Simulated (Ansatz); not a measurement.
## Single-point calculation, with input and output: WS2 (part 2 of 2)

WS2 (R3m, 48 atoms in the cell); DFT PBE, scalar-relativistic, plane waves, PAW, no spin polarisation (Ansatz 0.2.0); cutoff 420 eV, 2×1×1 k-mesh, Gaussian smearing of 0.05 eV. The structure derives from an entry of the Crystallography Open Database.

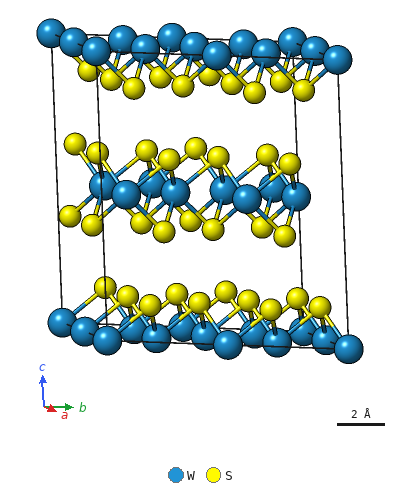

The structure as given in the input (ball-and-stick view of the cell of the calculation, seen slightly off an axis). An atom can appear more than once, as a periodic image.

Log, continued:
```
  k-point 0: bands = ["-62.8193", "-62.8193", "-62.8098", "-62.8098", "-62.8098", "-62.8098", "-62.8004", "-62.8004", "-62.8004", "-62.8004", "-62.8004", "-62.8004", "-62.8004", "-62.8004", "-62.8004", "-62.8004", "-27.3205", "-27.3205", "-27.3031", "-27.3031", "-27.3031", "-27.3031", "-27.2303", "-27.2303", "-27.2303", "-27.2303", "-27.1420", "-27.1420", "-27.1419", "-27.1419", "-27.1211", "-27.1210", "-27.1123", "-27.1123", "-27.1123", "-27.1123", "-27.0871", "-27.0871", "-27.0871", "-27.0871",
      "-27.0530", "-27.0530", "-27.0530", "-27.0530", "-27.0530", "-27.0530", "-27.0530", "-27.0530", "-27.0529", "-27.0529", "-27.0370", "-27.0370", "-27.0369", "-27.0369", "-27.0196", "-27.0196", "-26.9770", "-26.9770", "-26.9770", "-26.9770", "-26.9578", "-26.9578", "-26.9339", "-26.9339", "-3.9182", "-3.6961", "-2.9531", "-2.9531", "-2.7522", "-2.7522", "-2.3478", "-1.9369", "-1.9369", "-1.9219", "-1.6911", "-1.6911", "-1.6575", "-1.6349", "-1.6349", "-1.6221",
      "-1.6221", "-1.6215", "-1.6215", "-1.6115", "-1.6115", "-1.5702", "-1.4077", "-1.3680", "-1.3680", "-1.3483", "-1.3483", "-1.3472", "-1.3472", "-1.3031", "-1.2777", "-1.2777", "4.0954", "4.4033", "4.4698", "4.4698", "4.4714", "4.4714", "4.5426", "5.0823", "5.0823", "5.1244", "5.2054", "5.2054", "5.3090", "5.3090", "5.7026", "5.7080", "5.7080", "5.7158", "5.7158", "5.7933", "5.7933", "5.7944", "5.7944", "5.8334",
      "5.8334", "5.8782", "6.4496", "6.5214", "6.5214", "6.5804", "6.5804", "6.5843", "6.5843", "6.6081", "6.6081", "6.7375", "6.7375", "6.7466", "6.8156", "6.8156", "6.8841", "6.8841", "7.3576", "7.3576", "7.3837", "7.3837", "7.5887", "7.6279", "7.6279", "7.6327", "7.6327", "7.6680", "7.6680", "7.6697", "7.6967", "7.6967", "7.7626", "7.7626", "7.9161", "8.1892", "8.1912", "8.2048", "8.2069", "8.3576",
      "8.3576", "8.3821", "8.3821", "8.5837", "8.8813", "8.8813", "8.8824", "8.8824", "9.0723", "9.0723", "9.1000", "9.1000", "9.1027", "9.1027", "9.1273", "9.1273", "9.1356", "9.1356", "9.1840", "9.4563", "9.4645", "9.4888", "9.4971", "9.7372", "9.7957", "9.7957", "9.8351", "9.8351", "9.8365", "9.8365", "9.9325", "10.0321", "10.1378", "10.1378", "10.1399", "10.1399", "10.1835", "10.2046", "10.2046", "10.2097",
      "10.2377", "10.2377", "10.4557", "10.4557", "10.4882", "10.4882", "10.5579", "11.7661", "13.0731", "13.0731", "13.2898", "13.2898", "13.6383", "13.6383", "13.7018", "13.7018", "13.7421", "13.7421", "13.9435", "13.9483", "13.9554", "13.9554", "14.0090", "14.0286", "14.0286", "14.0289", "14.0289", "14.0536", "14.0546", "14.0584", "14.1333", "14.1357", "14.2795", "14.2795", "14.2894", "14.2911", "14.3697", "14.3968", "14.3968", "14.4346",
      "14.4346"]
  k-point 1: bands = ["-62.8118", "-62.8118", "-62.8118", "-62.8118", "-62.8051", "-62.8051", "-62.8051", "-62.8051", "-62.8051", "-62.8051", "-62.8051", "-62.8051", "-62.7984", "-62.7984", "-62.7984", "-62.7984", "-27.2574", "-27.2574", "-27.2574", "-27.2574", "-27.2022", "-27.2022", "-27.2022", "-27.2022", "-27.2022", "-27.2022", "-27.2022", "-27.2022", "-27.1314", "-27.1314", "-27.1314", "-27.1314", "-27.0943", "-27.0943", "-27.0942", "-27.0942", "-27.0744", "-27.0744", "-27.0744", "-27.0744",
      "-27.0701", "-27.0701", "-27.0701", "-27.0701", "-27.0701", "-27.0701", "-27.0701", "-27.0701", "-27.0459", "-27.0459", "-27.0459", "-27.0459", "-27.0287", "-27.0287", "-27.0287", "-27.0287", "-27.0286", "-27.0286", "-27.0286", "-27.0286", "-26.9980", "-26.9980", "-26.9980", "-26.9980", "-3.1672", "-3.1672", "-2.9691", "-2.9691", "-2.3802", "-2.3802", "-2.3684", "-2.3684", "-2.2200", "-2.2200", "-2.1985", "-2.1985", "-2.0189", "-2.0189", "-1.7032", "-1.7032",
      "-1.6985", "-1.6985", "-1.6733", "-1.6733", "-1.4771", "-1.4771", "-1.4612", "-1.4612", "-1.3611", "-1.3611", "-1.3478", "-1.3478", "-1.2069", "-1.2069", "-1.1917", "-1.1917", "4.9547", "4.9547", "5.2415", "5.2415", "5.2439", "5.2439", "5.2513", "5.2513", "5.2643", "5.2643", "5.3562", "5.3562", "5.3829", "5.3829", "5.5293", "5.5293", "5.5386", "5.5386", "5.8444", "5.8444", "6.2930", "6.2930", "6.3512", "6.3512",
      "6.3562", "6.3562", "6.4316", "6.4316", "6.6525", "6.6525", "6.6589", "6.6589", "6.7210", "6.7210", "6.7482", "6.7482", "6.7496", "6.7496", "6.7812", "6.7812", "6.7840", "6.7840", "6.8510", "6.8510", "7.1795", "7.1795", "7.2778", "7.2778", "7.3625", "7.3625", "7.3994", "7.3994", "7.4499", "7.4499", "7.6621", "7.6621", "7.7413", "7.7413", "7.7593", "7.7593", "7.7837", "7.7837", "7.8790", "7.8790",
      "8.1519", "8.1519", "8.2170", "8.2170", "8.7140", "8.7140", "8.7407", "8.7407", "8.7751", "8.7751", "8.7861", "8.7861", "8.8028", "8.8028", "8.8065", "8.8065", "8.8190", "8.8190", "8.8321", "8.8321", "9.3063", "9.3063", "9.3268", "9.3268", "9.5933", "9.5933", "9.6788", "9.6788", "9.6836", "9.6836", "10.1373", "10.1373", "10.1480", "10.1480", "10.1491", "10.1491", "10.1593", "10.1593", "10.1743", "10.1743",
      "10.4261", "10.4261", "10.5490", "10.5490", "10.8825", "10.8825", "10.9130", "10.9130", "12.9146", "12.9146", "13.0015", "13.0015", "13.0153", "13.0153", "13.2432", "13.2432", "13.2432", "13.2432", "13.4619", "13.4619", "13.4982", "13.4982", "13.5776", "13.5776", "13.7733", "13.7733", "13.8376", "13.8376", "14.0136", "14.0136", "14.0256", "14.0256", "14.1403", "14.1403", "14.1411", "14.1411", "14.1770", "14.1770", "14.2112", "14.2112",
      "14.3646"]
```

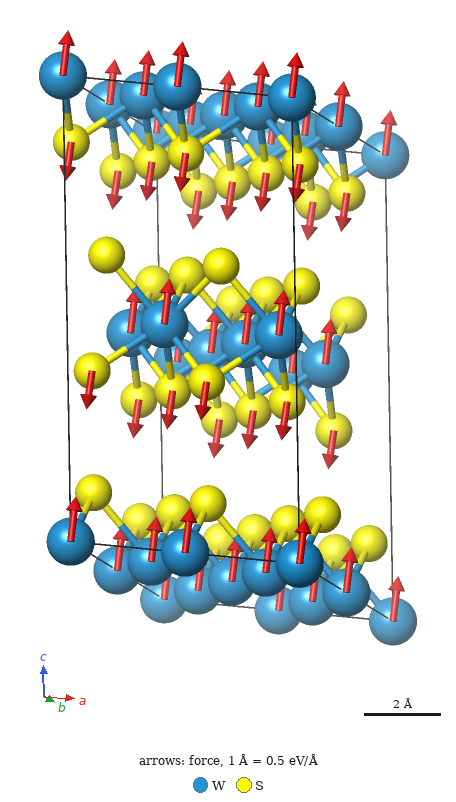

Forces on the atoms as red arrows (ball-and-stick view of the cell of the calculation, seen at an oblique angle). The largest act on all 16 W atoms (0.61 eV/Å); S17, S18, S19, S20, S21, S22 and 10 more (0.52 eV/Å). Atoms are counted from 1 in the order of the input and aren't labelled in the picture. The geometry is not a stationary point of this energy.

The run was set up as follows.

The input:
```yaml
crystal:
  lattice:
    - [-3.158, -5.469816, -1.0e-06]
    - [9.474, -5.469816, 0.0]
    - [0.0, 1.823272, 12.326667]
  atoms:
    - { symbol: W, position: [0.0, 0.0, 0.0] }
    - { symbol: W, position: [0.5, 0.0, 0.0] }
    - { symbol: W, position: [0.25, 0.25, 0.0] }
    - { symbol: W, position: [0.375, 0.125, 0.5] }
    - { symbol: W, position: [0.75, 0.25, 0.0] }
    - { symbol: W, position: [0.875, 0.125, 0.5] }
    - { symbol: W, position: [0.5, 0.5, 0.0] }
    - { symbol: W, position: [0.625, 0.375, 0.5] }
    - { symbol: W, position: [0.0, 0.5, 0.0] }
    - { symbol: W, position: [0.125, 0.375, 0.5] }
    - { symbol: W, position: [0.75, 0.75, 0.0] }
    - { symbol: W, position: [0.875, 0.625, 0.5] }
    - { symbol: W, position: [0.25, 0.75, 0.0] }
    - { symbol: W, position: [0.375, 0.625, 0.5] }
    - { symbol: W, position: [0.125, 0.875, 0.5] }
    - { symbol: W, position: [0.625, 0.875, 0.5] }
    - { symbol: S, position: [0.093637, 0.031212, 0.374548] }
    - { symbol: S, position: [0.593638, 0.031213, 0.374552] }
    - { symbol: S, position: [0.343637, 0.281212, 0.374548] }
    - { symbol: S, position: [0.468637, 0.156212, 0.874548] }
    - { symbol: S, position: [0.843637, 0.281212, 0.374548] }
    - { symbol: S, position: [0.968637, 0.156212, 0.874548] }
    - { symbol: S, position: [0.593637, 0.531212, 0.374548] }
    - { symbol: S, position: [0.718637, 0.406212, 0.874548] }
    - { symbol: S, position: [0.093637, 0.531212, 0.374548] }
    - { symbol: S, position: [0.218637, 0.406212, 0.874548] }
    - { symbol: S, position: [0.843637, 0.781212, 0.374548] }
    - { symbol: S, position: [0.968637, 0.656212, 0.874548] }
    - { symbol: S, position: [0.343637, 0.781212, 0.374548] }
    - { symbol: S, position: [0.468637, 0.656212, 0.874548] }
    - { symbol: S, position: [0.218637, 0.906212, 0.874548] }
    - { symbol: S, position: [0.718637, 0.906212, 0.874548] }
    - { symbol: S, position: [0.157125, 0.052375, 0.6285] }
    - { symbol: S, position: [0.657125, 0.052375, 0.6285] }
    - { symbol: S, position: [0.407125, 0.302375, 0.6285] }
    - { symbol: S, position: [0.532125, 0.177375, 0.1285] }
    - { symbol: S, position: [0.907125, 0.302375, 0.6285] }
    - { symbol: S, position: [0.032125, 0.177375, 0.1285] }
    - { symbol: S, position: [0.657125, 0.552375, 0.6285] }
    - { symbol: S, position: [0.782125, 0.427375, 0.1285] }
    - { symbol: S, position: [0.157125, 0.552375, 0.6285] }
    - { symbol: S, position: [0.282125, 0.427375, 0.1285] }
    - { symbol: S, position: [0.907125, 0.802375, 0.6285] }
    - { symbol: S, position: [0.032125, 0.677375, 0.1285] }
    - { symbol: S, position: [0.407125, 0.802375, 0.6285] }
    - { symbol: S, position: [0.532125, 0.677375, 0.1285] }
    - { symbol: S, position: [0.282125, 0.927375, 0.1285] }
    - { symbol: S, position: [0.782125, 0.927375, 0.1285] }
basis:
  ecutwfc: 420
  fft_grid_basis: typed
kpoints:
  mp_grid: { grid: [2, 1, 1] }
hamiltonian:
  xc: pbe
  pseudopotentials: { kind: paw }
scf:
  occupations: { method: gaussian, width: 0.05 }
output:
  forces: true
  stress: false
  eigenvalues: true
  bader: false
  write_density: true
  volumetric_format: npy
```

Command:
```bash
ansatz run input.yaml --threads 4 --pin off --max-ram 10240MiB --backend cpu --events-out ev --progress --plain --runs-dir out
```

Key numbers:

| quantity | value |
| --- | --- |
| outcome | converged |
| space group (tolerance 0.01 Å) | R3m (160) |
| electrons treated | 416 |
| free energy | −195061.0690 eV |
| Fermi energy | 12.340 eV |
| gap on the k-point mesh | 1.15 eV |
| largest force (length of the vector) | 0.612 eV/Å |
| hardware | 4 threads of Arm Neoverse N1, 98 GiB of memory available, shared host |
| wall time | 12 s (CPU time 46 s) |
| peak memory | 2.2 GiB |

Remarks:

Warnings of the run: the structure was made exactly symmetric. Spin–orbit coupling is left out, which matters for W.
